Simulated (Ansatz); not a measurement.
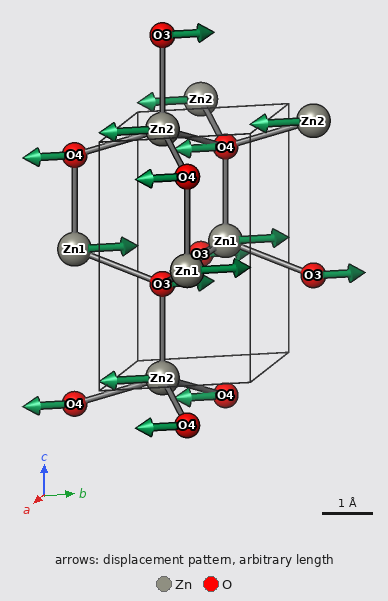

The lowest optical mode of solid ZnO, space group P6₃mc (No. 186), at the zone centre. Displacements are drawn as green arrows; their common scale and sign are arbitrary. Style: ball-and-stick. Shown: the cell of the calculation, slightly off an axis.

The calculation used Ansatz 0.2.0, DFT LDA, scalar-relativistic, plane waves, PAW. Set-up: plane-wave cutoff 420 eV; k-point mesh 12 × 12 × 6; occupations fixed; no spin polarisation.

Frequencies are those without the non-analytic (LO–TO) term.

Q: Is the structure stable against all modes at this point?

A: Yes: this softest mode has a real frequency, and so have all others here. That speaks for this wave vector alone: the rest of the zone wasn't checked in this run. This is the E₂ mode (doubly degenerate; one member of the set is drawn) at 90 cm⁻¹, the lowest optical level, Raman-active by symmetry. All motion is along b; atoms of one kind move against one another, with no net shift of any sublattice; it mainly bends the O–Zn bonds; the kinetic energy is shared as Zn 85 %, O 15 %.
